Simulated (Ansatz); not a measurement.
Run report: Hf3S8 (charge −4), single-point calculation

Hf3S8 (defect cell, 11 atoms in the cell, total charge −4), computed with DFT LDA, scalar-relativistic, plane waves, PAW, no spin polarisation (Ansatz 0.2.0).

The structure derives from a Materials Project entry. Figures and captions count atoms from 1; the log counts them from 0 in places.

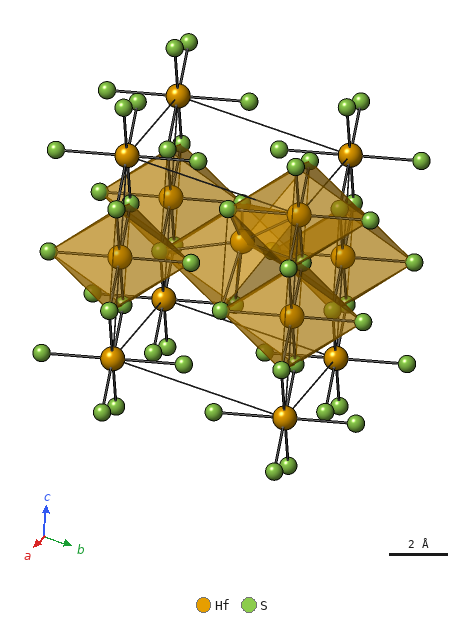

Figure 1. The structure (polyhedral view of the cell of the calculation, seen slightly off an axis; polyhedra are completed across the faces of the cell).

### The input
```yaml
crystal:
  lattice:
    - [-1.778369426, -3.0802262006, -5.6836595072]
    - [-1.778369426, -3.0802262006, 5.6836595072]
    - [-3.5567388522, 6.1604524011, 0.0]
  atoms:
    - { symbol: Hf, position: [0.5757574233, 0.5757574233, 0.6212287116] }
    - { symbol: Hf, position: [0.0, 0.0, 0.0] }
    - { symbol: Hf, position: [0.0, 0.0, 0.5] }
    - { symbol: S, position: [0.7938523428, 0.5394809906, 0.8333333333] }
    - { symbol: S, position: [0.7938523428, 0.5394809906, 0.3333333333] }
    - { symbol: S, position: [0.2938523428, 0.0394809906, 0.8333333333] }
    - { symbol: S, position: [0.2938523428, 0.0394809906, 0.3333333333] }
    - { symbol: S, position: [0.2061476572, 0.4605190094, 0.1666666667] }
    - { symbol: S, position: [0.2061476572, 0.4605190094, 0.6666666667] }
    - { symbol: S, position: [0.7061476572, 0.9605190094, 0.1666666667] }
    - { symbol: S, position: [0.7061476572, 0.9605190094, 0.6666666667] }
total_charge: -4
basis:
  ecutwfc: 420
kpoints:
  mp_grid: { grid: [4, 4, 4] }
hamiltonian:
  xc: lda
  pseudopotentials: { kind: paw }
scf:
  occupations: { method: gaussian, width: 0.05 }
output:
  forces: true
  stress: true
  eigenvalues: true
  write_density: true
  write_potential: true
  elf: true
  volumetric_format: npy
```

Hardware: 4 threads of Arm Neoverse N1, 98 GiB of memory available, shared host.

Run as:
```bash
ansatz run input.yaml --threads 4 --pin off --max-ram 8192MiB --backend cpu --events-out ev --progress --plain --runs-dir out
```

### Log
```
Engine: ansatz 0.2.0, aarch64-unknown-linux-gnu
Pseudopotentials: kind: paw
Pseudopotential: Hf, paw, valence charge 26, recommended cutoff 420 eV (normal), Hf.paw.azcp
Pseudopotential: S, paw, valence charge 6, recommended cutoff 420 eV (normal), S.paw.azcp
Functional definition: SPW92
  exchange = slater_x
  correlation = pw_c
Crystal: 11 atoms, lattice volume = 249.071 Å³
Basis set: ecut = 420 eV, 4893 PW (Γ)
Bands: 78, of which v1, the nominal top of the filled ones, is band 65 counted from 1 (64 counted from 0)
Symmetry: 1 space group operations
Space group: P1 (ITA 1), of the structure as read, at distance tolerance 6.3e-5 Å
k-points: 36 of 64 (time reversal used)
Non-local potential: Hf, projectors of the file, l = 0: 3, l = 1: 2, l = 2: 2, l = 3: 3
Non-local potential: S, projectors of the file, l = 0: 2, l = 1: 2, l = 2: 2
PAW form: soft (Blöchl's): semilocal exchange-correlation on the pseudo side does not see the compensation charge
PAW frozen core: Hf, regenerated for the run's functional, and the local potential with it (the file was generated under x = pbe(κ = 0.804, μ = 0.2195149727645171), c = pbe(β = 0.06672455060314922))
PAW frozen core: S, regenerated for the run's functional, and the local potential with it (the file was generated under x = pbe(κ = 0.804, μ = 0.2195149727645171), c = pbe(β = 0.06672455060314922))
PAW one-centre angular grid: Hf, 590 points (default); XC on 64 Gauss nodes
PAW one-centre angular grid: S, 110 points (default); XC on 64 Gauss nodes
Initial density: superposition of atomic densities (neutral atoms scaled as one to the charged cell's electrons: chi_scale 0, normalization atom), corrected by the library's trained network
Initial wavefunctions: pseudopotential atomic-orbital guess
Functional: x = slater, c = lda
SCF iter   1: F=—  HF=-53397.771480 eV  |F-HF|=—  |Δ(HF+E_count)|=         —  Δρ=1.46e-1  dr2=1.24e2  ethr=1.77e-3  ⟨swp⟩=6.7  Hψ=12343  notcnv=0  defer=47
preconditioner: auto → Resta (q_TF=auto, 2.448 Å⁻¹)  ε∞=6.4  [insulator: Δε(μ)=2.196 eV  Ē_g=11.287 eV  σ=0.050 eV  W_gap=1.00  n_scr=70 (ndim 8)  ℏωp=26.2 eV  f_vac=0.026  D(μ)=0.00/eV (n_scr^D=0)  ε∞_Penn≈6.4]
SCF iter   2: F=—  HF=-53367.914438 eV  |F-HF|=—  |Δ(HF+E_count)|=    2.99e1  Δρ=3.72e-2  dr2=1.29e1  ethr=1.77e-3  ⟨swp⟩=4.6  Hψ=8241  notcnv=0  defer=218
SCF iter   3: F=—  HF=-53362.436154 eV  |F-HF|=—  |Δ(HF+E_count)|=    5.48e0  Δρ=2.37e-2  dr2=2.15e0  ethr=1.77e-3  ⟨swp⟩=4.6  Hψ=7427  notcnv=0  defer=223
SCF iter   4: F=—  HF=-53361.647137 eV  |F-HF|=—  |Δ(HF+E_count)|=   7.89e-1  Δρ=1.21e-2  dr2=5.49e-1  ethr=1.65e-3  ⟨swp⟩=3.9  Hψ=6092  notcnv=0  defer=224
SCF iter   5: F=—  HF=-53361.895459 eV  |F-HF|=—  |Δ(HF+E_count)|=   2.48e-1  Δρ=9.97e-3  dr2=8.52e-1  ethr=4.22e-4  ⟨swp⟩=4.4  Hψ=5510  notcnv=0  defer=222
SCF iter   6: F=—  HF=-53361.748890 eV  |F-HF|=—  |Δ(HF+E_count)|=   1.47e-1  Δρ=4.65e-3  dr2=1.81e-1  ethr=4.22e-4  ⟨swp⟩=2.7  Hψ=4682  notcnv=0  defer=222
SCF iter   7: F=—  HF=-53361.737550 eV  |F-HF|=—  |Δ(HF+E_count)|=   1.13e-2  Δρ=3.78e-3  dr2=1.02e-1  ethr=1.39e-4  ⟨swp⟩=4.8  Hψ=5017  notcnv=0  defer=220
SCF iter   8: F=—  HF=-53361.719496 eV  |F-HF|=—  |Δ(HF+E_count)|=   1.81e-2  Δρ=1.54e-3  dr2=1.62e-2  ethr=7.81e-5  ⟨swp⟩=2.2  Hψ=4426  notcnv=0  defer=217
SCF iter   9: F=—  HF=-53361.717134 eV  |F-HF|=—  |Δ(HF+E_count)|=   2.36e-3  Δρ=2.74e-4  dr2=3.02e-4  ethr=1.25e-5  ⟨swp⟩=2.1  Hψ=4908  notcnv=0  defer=217
SCF iter  10: F=—  HF=-53361.717135 eV  |F-HF|=—  |Δ(HF+E_count)|=   1.85e-6  Δρ=1.42e-4  dr2=7.16e-5  ethr=2.32e-7  ⟨swp⟩=2.1  Hψ=4903  notcnv=0  defer=217
SCF iter  11: F=—  HF=-53361.716944 eV  |F-HF|=—  |Δ(HF+E_count)|=   1.92e-4  Δρ=6.86e-5  dr2=1.63e-5  ethr=5.51e-8  ⟨swp⟩=2.1  Hψ=5095  notcnv=0  defer=217
SCF iter  12: F=—  HF=-53361.716934 eV  |F-HF|=—  |Δ(HF+E_count)|=   9.30e-6  Δρ=2.47e-5  dr2=2.97e-6  ethr=1.25e-8  ⟨swp⟩=2.0  Hψ=4911  notcnv=0  defer=217
SCF iter  13: F=—  HF=-53361.716934 eV  |F-HF|=—  |Δ(HF+E_count)|=   5.55e-7  Δρ=1.10e-5  dr2=4.97e-7  ethr=2.28e-9  ⟨swp⟩=2.0  Hψ=4769  notcnv=0  defer=217
SCF iter  14: F=—  HF=-53361.716934 eV  |F-HF|=—  |Δ(HF+E_count)|=   1.19e-7  Δρ=5.55e-6  dr2=1.25e-7  ethr=7.69e-11  ⟨swp⟩=19.2  Hψ=24745  notcnv=0
SCF iter  15: F=-53361.716934 eV  HF=-53361.716934 eV  |F-HF|=8.85e-9  |Δ(HF+E_count)|=   2.89e-8  Δρ=1.84e-6  dr2=1.80e-8  ethr=7.69e-11  ⟨swp⟩=9.1  Hψ=18641  notcnv=0
SCF 1 converged in 15 iterations: F = -53361.716934 eV  dr2 = 1.80e-8
  greatest PAW one-centre occupation: 0.998 electrons in one spin orbital (limit 2), on the Hf atom at site 2 (counted from 0), in its partial waves of l = 3
```

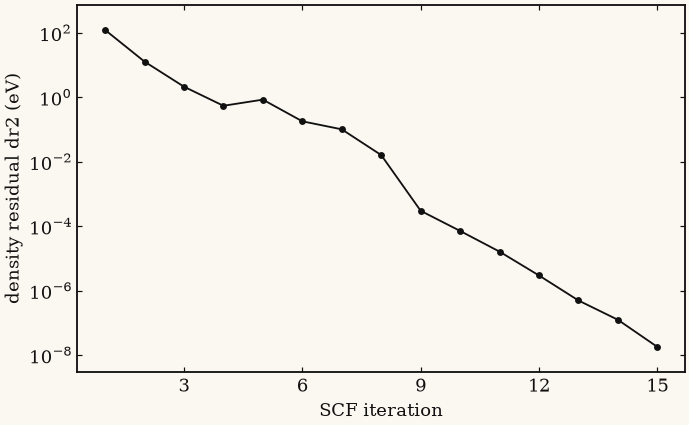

Figure 2. Convergence of the self-consistent field: density residual dr2 against the SCF iteration. The residual falls almost steadily, with no more than small rises.

```
SCF converged after 15 iterations
Free energy (F): -53361.716934 eV
Harris-Foulkes:  -53361.716934 eV  (|F-HF|=8.85e-9)
Internal energy: -53361.715047 eV  (E = F + TS)
E sigma→0 (E₀):  -53361.715990 eV
Entropy (-TS):   -0.001887 eV (-0.172 meV/atom)
Fermi energy:    8.492005 eV
--- Per-component energies (eV) ---
  E_band       = -691.530324
  E_kinetic    = 2205.945177
  E_local      = -26177.871220  (includes V_loc(G=0)·N_el)
  E_nonlocal   = -3450.935589
  E_hartree    = 12053.957101
  E_xc         = -1707.473268
  E_vxc        = -1559.096847  (∫ρ·V_xc dr)
  E_paw        = -24617.641397  (= ΣΔE_a)
  E_vpaw       = 4182.522317  (= ΣTr[D̂ρ^β])
  E_aug_tail   = 0.000009  (compensation charges beyond the density's cutoff)
  E_ewald      = -11676.293167
  E_core_change = 8.597308  (= ΣΔE_core)
  E_smearing   = -0.001887  (= −TS)
  E_closure    = 0.000000  (closes the sum)
  E_deformation_potential = -59.112392  (in the stress; not in F)
  Σ components = -53361.716934   (vs F -53361.716934, Δ=0.00e0)
--- Forces (eV/Å), atoms counted from 1 ---
  atom   1  Hf    12.69665473    -3.68594381     6.03744967
  atom   2  Hf    -4.82827279    -0.93752939     1.07329143
  atom   3  Hf     0.61549779    -0.59392403    -1.13973737
  atom   4  S     -6.52615215     4.33036055    -8.28714494
  atom   5  S     -1.08357310     0.80891141     1.32971327
  atom   6  S      0.42246155     0.42136724     0.63042304
  atom   7  S     -0.35848226     0.21727333     0.41348164
  atom   8  S      1.01105478     0.70493271    -1.00494540
  atom   9  S      0.11619908     0.22531269    -0.30808716
  atom  10  S     -0.42907932    -0.26013455    -0.73126408
  atom  11  S     -1.63630552    -1.23056933     1.98678225
  max |Σ_I F_I| component: 5.68e-5 eV/Å
--- Stress (GPa, compression-positive) ---
        1.128713      -1.619583       5.963743
       -1.619583      -4.274523      -6.087051
        5.963743      -6.087051       3.101283
  P = ⅓ Tr σ = -0.0148 GPa (-0.148 kbar)
--- Band table (eV; the first three rows and the last of 36) ---
  k-point 0: bands = ["-54.0720", "-54.0126", "-53.6010", "-23.1021", "-22.9764", "-22.8521", "-22.7716", "-22.7121", "-22.6803", "-22.6547", "-22.3552", "-22.2767", "-5.8469", "-4.6990", "-4.3957", "-4.0845", "-4.0628", "-4.0249", "-4.0086", "-4.0028", "-3.9910", "-3.9859", "-3.9737", "-3.9583", "-3.9466", "-3.9401", "-3.9371", "-3.9139", "-3.8915", "-3.7361", "-3.5995", "-3.5050", "-3.4701", "-3.4659", "-3.4577", "-3.4052", "-3.3328", "-3.3279", "-3.0993", "-2.8131", "-2.5331", "2.1586", "2.5177", "2.7243", "3.3379", "3.7646", "3.9635", "4.3273", "4.8228", "4.8859", "4.9961", "5.3138", "5.4570", "5.6391", "5.7207", "6.0892", "6.4865", "6.8788", "7.1112", "7.2718", "7.4143", "7.6144", "8.0914", "8.2644", "8.3424", "8.7743", "9.1257", "9.2359", "10.8590", "10.8851", "11.3467", "11.4518", "11.6993", "11.9563", "12.0354", "12.4407", "12.9015", "13.3288"]
  k-point 1: bands = ["-54.0719", "-54.0126", "-53.6010", "-23.0939", "-22.9637", "-22.8657", "-22.7591", "-22.7107", "-22.6841", "-22.6700", "-22.3589", "-22.2769", "-5.7491", "-4.7009", "-4.4394", "-4.0958", "-4.0588", "-4.0300", "-4.0084", "-4.0051", "-3.9926", "-3.9799", "-3.9726", "-3.9473", "-3.9439", "-3.9413", "-3.9298", "-3.9104", "-3.8915", "-3.7763", "-3.5982", "-3.5063", "-3.4705", "-3.4655", "-3.4565", "-3.4230", "-3.3596", "-3.3198", "-3.1929", "-2.8270", "-2.5395", "2.4173", "2.8054", "3.0049", "3.4930", "3.7679", "3.9811", "4.3461", "4.6711", "4.7479", "5.0057", "5.2376", "5.3954", "5.6049", "5.8720", "6.0667", "6.2350", "6.5590", "6.8010", "6.9425", "7.1687", "7.3735", "7.7180", "8.1447", "8.4606", "8.9325", "9.2352", "9.4079", "10.6965", "10.9214", "11.1869", "11.5054", "11.7058", "11.8162", "12.3746", "12.6873", "13.0516", "13.6067"]
  k-point 2: bands = ["-54.0719", "-54.0127", "-53.6010", "-23.0859", "-22.9436", "-22.8862", "-22.7366", "-22.7161", "-22.6948", "-22.6819", "-22.3626", "-22.2771", "-5.6307", "-4.7141", "-4.5012", "-4.1068", "-4.0528", "-4.0296", "-4.0099", "-4.0080", "-3.9924", "-3.9804", "-3.9659", "-3.9535", "-3.9442", "-3.9418", "-3.9321", "-3.9196", "-3.8979", "-3.7583", "-3.6009", "-3.5068", "-3.4710", "-3.4637", "-3.4613", "-3.4332", "-3.4118", "-3.3098", "-3.2610", "-2.8438", "-2.5456", "2.7592", "3.1068", "3.3898", "3.6596", "3.7599", "4.0127", "4.2678", "4.5498", "4.7187", "5.1143", "5.1381", "5.2088", "5.3681", "5.7482", "5.9061", "6.2193", "6.2392", "6.5401", "6.7992", "7.0134", "7.2407", "7.4310", "8.0066", "8.4691", "8.7994", "9.3589", "10.1790", "10.4096", "10.5329", "10.9715", "11.4979", "11.6725", "12.0758", "12.4725", "13.0516", "13.3183", "13.4998"]
  k-point 35: bands = ["-54.0719", "-54.0127", "-53.6010", "-23.0859", "-22.9438", "-22.8862", "-22.7366", "-22.7160", "-22.6948", "-22.6820", "-22.3626", "-22.2771", "-5.4572", "-4.7671", "-4.4395", "-4.0822", "-4.0615", "-4.0578", "-4.0086", "-4.0063", "-3.9845", "-3.9831", "-3.9731", "-3.9496", "-3.9456", "-3.9415", "-3.9292", "-3.9168", "-3.8995", "-3.6766", "-3.6294", "-3.5489", "-3.5092", "-3.4717", "-3.4640", "-3.4579", "-3.4201", "-3.3543", "-3.2682", "-2.9881", "-2.6650", "2.8040", "3.0990", "3.2006", "3.7849", "4.0254", "4.3090", "4.4155", "4.5999", "4.8075", "4.9585", "5.1399", "5.1910", "5.4798", "5.6733", "5.9172", "6.1878", "6.5396", "6.5811", "6.6901", "6.9162", "7.1594", "7.4012", "7.5893", "8.0802", "8.9907", "9.4268", "10.2175", "10.5828", "10.7435", "11.2719", "11.3558", "11.7465", "11.8672", "12.4927", "12.9289", "13.0616", "13.2708"]
```

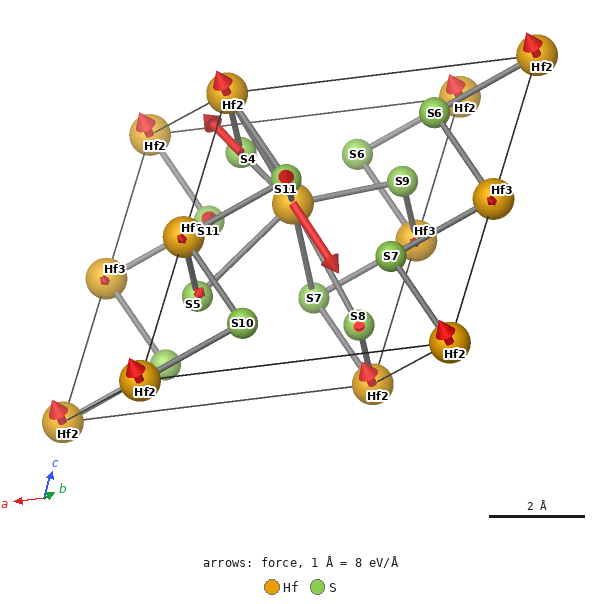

Figure 3. Forces on the atoms as red arrows (ball-and-stick view of the cell of the calculation, seen at an oblique angle; atoms are numbered from 1 in the order of the input); the smallest are left out. The largest act on Hf1 (14.53 eV/Å); S4 (11.40 eV/Å); Hf2 (5.03 eV/Å). The geometry is not a stationary point of this energy.

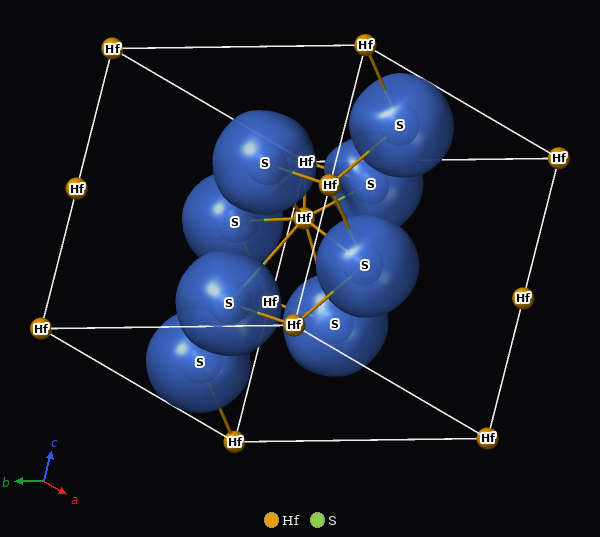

Figure 4. Isosurface of the electron localisation function at 0.65 (blue), seen at an oblique angle. Only the valence region is drawn (cores and ρ < 0.01 e/Å³ removed). Sticks mark near contacts. The outline is the calculation cell. Profiles from the grid: Hf–S (1.95 Å): the ELF is about 0.45 at the midpoint. Hf–Hf (2.87 Å): the ELF is about 0.20 at the midpoint. In a PAW calculation such maps are meaningful between the atoms, not at the nuclei.

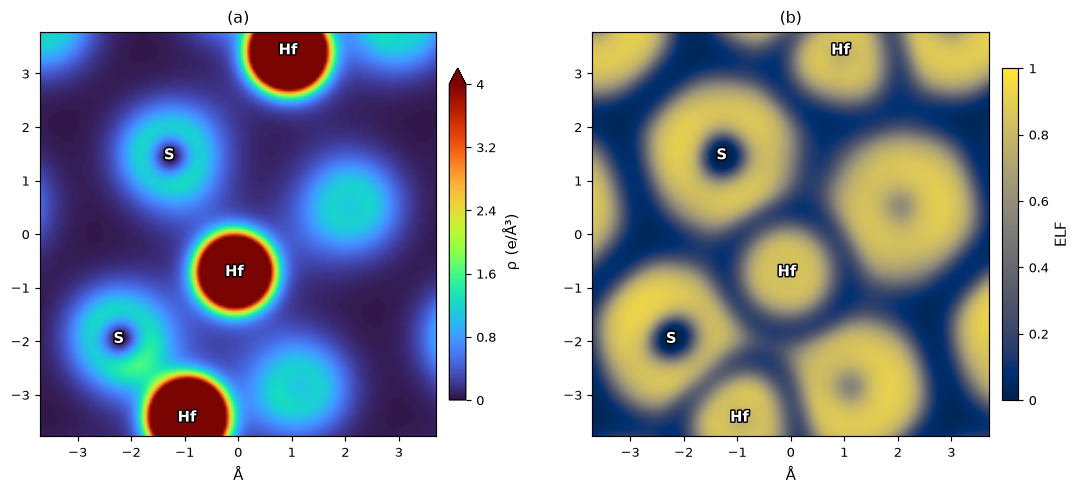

Figure 5. (a) valence charge density (pseudo); (b) ELF on the (101̄) plane of the calculation cell. Atoms in the plane: Hf and S. Hf–S (1.95 Å): the density is about 1.6 e/Å³ at the midpoint; the ELF is about 0.45 at the midpoint. Hf–Hf (2.87 Å): ρ at the midpoint is about 0.3 e/Å³; the ELF is about 0.20 at the midpoint. Away from the nuclei the density in this plane falls to 0.04 e/Å³ at its lowest. The strong features right at Hf lie inside the PAW spheres (semicore, d or f shells) and say nothing about bonding.

### Key numbers

```json
{"quantity": "outcome", "value": "converged"}
{"quantity": "electrons treated", "value": "130"}
{"quantity": "free energy", "value": "−53361.7169 eV"}
{"quantity": "Fermi energy", "value": "8.492 eV"}
{"quantity": "gap on the k-point mesh", "value": "0.03 eV"}
{"quantity": "pressure", "value": "−0.01 GPa"}
{"quantity": "largest force (length of the vector)", "value": "14.534 eV/Å"}
{"quantity": "wall time", "value": "68 s (CPU time 4.5 min)"}
{"quantity": "peak memory", "value": "0.92 GiB"}
```

### Notes

Spin–orbit coupling is left out, which matters for Hf.
